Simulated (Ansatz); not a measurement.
System: V.

Input file:

```
crystal:
  lattice:
    - [0.0, 1.9022650641, 1.9022650641]
    - [1.9022650641, 0.0, 1.9022650641]
    - [1.9022650641, 1.9022650641, 0.0]
  atoms:
    - { symbol: V, position: [0.0, 0.0, 0.0], spin: -0.15 }
basis:
  ecutwfc: 500
kpoints:
  mp_grid: { grid: [16, 16, 16] }
hamiltonian:
  xc: r2scan
scf:
  occupations: { method: gaussian, width: 0.1 }
output:
  forces: true
  stress: true
  eigenvalues: true
  populations: true
  write_density: true
  write_potential: true
  elf: true
  volumetric_format: npy
magnetization:
  spin_polarized: true
relax:
  adjacent_minimum: "off"
  f_tol: 0.025
  max_steps: 70
  cell: { stress_tol: 0.12 }
```

Run with:

```sh
ansatz run input.yaml --threads 2 --pin off --max-ram 5120MiB --backend cpu --events-out ev --progress --plain --runs-dir out
```

Below, planes, directions and counts refer to the conventional cell (a = 3.80 Å, b = 3.80 Å, c = 3.80 Å, α = 90.00°, β = 90.00°, γ = 90.00°).

The fields are those of the relaxed geometry.

Space group Fm-3m; the program warned that a starting moment wasn't kept; spin-polarised, but the moments vanished.

Theory: DFT r2SCAN, scalar-relativistic, plane waves, PAW in Ansatz 0.2.0.

Question: Predict the valence pseudo-density and electron localisation function between the atoms.

Answer: V–V (2.69 Å): ρ is about 0.27 e/Å³ halfway; the ELF is about 0.25 at the midpoint: no localised pair shows between them.

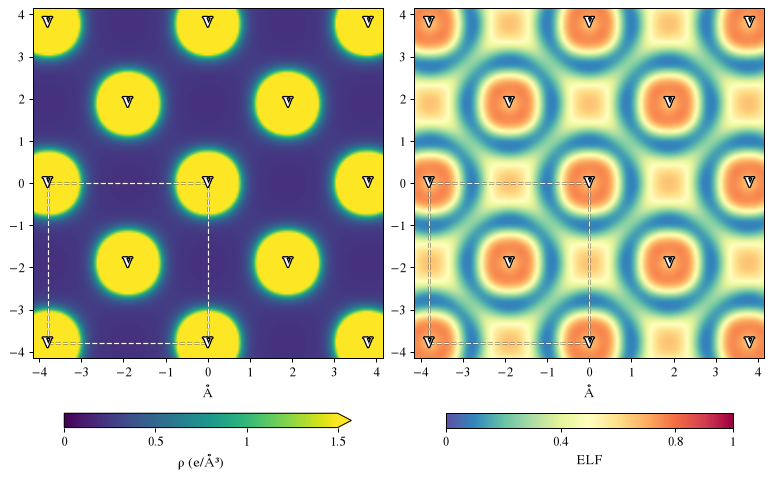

Computed valence pseudo-density and electron localisation function on the (010) plane of the conventional cell, in this order. 

In a PAW calculation such maps are meaningful between the atoms, not at the nuclei.
